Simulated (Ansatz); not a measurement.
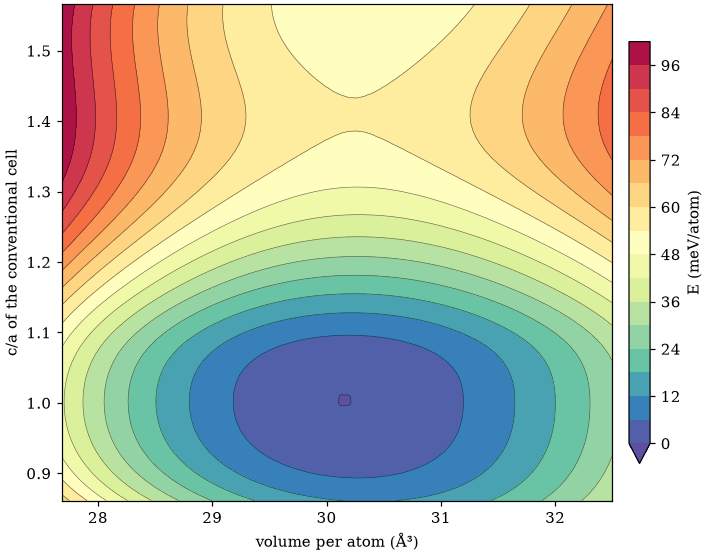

Energy landscape of Bi (Im-3m, No. 229; 1 atom in the cell). The energy is mapped over volume and the cell's shape. The first coordinate is: volume per atom; the second: c/a of the conventional cell. Nothing is relaxed (symmetry fixes all fractional coordinates). Grid: 7 × 9 points. Points are written as (first, second). Energies are in meV/atom, from the lowest grid point. Computed with DFT PBE+D3(BJ), scalar-relativistic, plane waves, PAW (Ansatz). Settings: cutoff 420 eV, k-mesh 18×18×18, gaussian smearing 0.15 eV, no spin polarisation.

In the figure: filled contours. Between grid points the surface is interpolated. 

**What does the map say about the system?**

The lowest grid point is at (30.09 Å³, 1.000) [bcc]. It is the only kind of minimum in the scanned range. The highest grid point, (27.69 Å³, 1.566), lies 100 meV/atom above the lowest.

The values on the grid:

```tsv
c/a of the conventional cell ↓, volume per atom →	27.69	28.49	29.29	30.09	30.90	31.70	32.50
1.566	100	73	57	50	51	59	73
1.453	100	74	59	54	56	65	80
1.348	99	73	58	52	55	64	78
1.251	86	60	45	39	41	50	65
1.161	65	40	25	20	22	31	46
1.078	48	23	8	3	6	16	32
1.000	43	18	5	0	3	13	28
0.928	47	22	8	2	5	15	30
0.861	63	35	19	12	13	21	35
```

Time for the 63 points that were run: 4.6 min on 1 thread of Intel(R) Xeon(R) 6975P-C (Granite Rapids), on a shared host.
